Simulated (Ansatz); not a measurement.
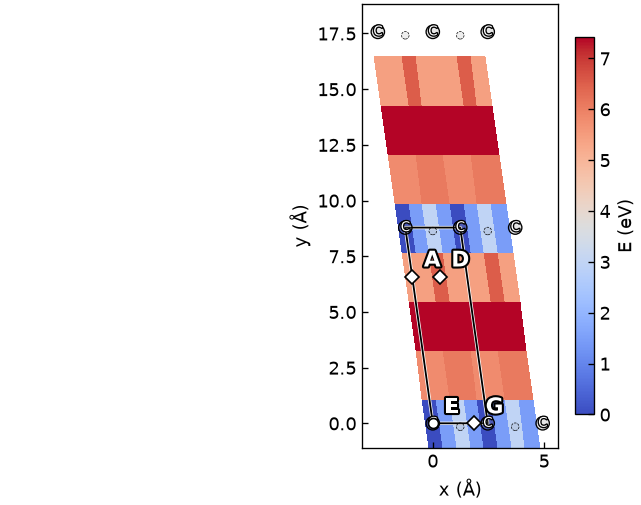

O on a C(101) slab cut from the P6/mmm phase, its upper half relaxed before the scan (12 atoms of substrate and one adsorbate in a 2 × 1 cell). O is moved over the surface cell; relaxed at each place: the height of the adsorbate's atoms; substrate rigid; the origin of the map has the adsorbate above C11. Places are given modulo a cell vector. The map is drawn in real space over the plane of the surface. The scan uses a 4 × 4 grid. Places are given in fractions of the 1 × 1 surface cell. Energies are in eV, from the lowest grid point. At some places the adsorbate sinks to or below the level of the top layer. The calculation used DFT PBE, scalar-relativistic, plane waves, PAW in Ansatz 0.2.0. Settings: cutoff 420 eV, k-mesh 6×3×1, gaussian smearing 0.1 eV, no spin polarisation.

The picture shows one coloured cell a grid point, labelled circles for the atoms of the top layer and small ones for the second layer, the outline of one cell of the 2 × 2 shown, lettered points.

Q: Is D the lowest point of the computed grid?

A: No. D lies 6.5 eV above the lowest grid point, which is at the top site over a surface C atom, (0/4, 0/4) of the cell vectors.

Q: Rank the lettered points by energy, lowest first.

A: E (0.0 eV), G (1.5 eV), A (5.4 eV), D (6.5 eV).

PAW datasets: the set soft_1.
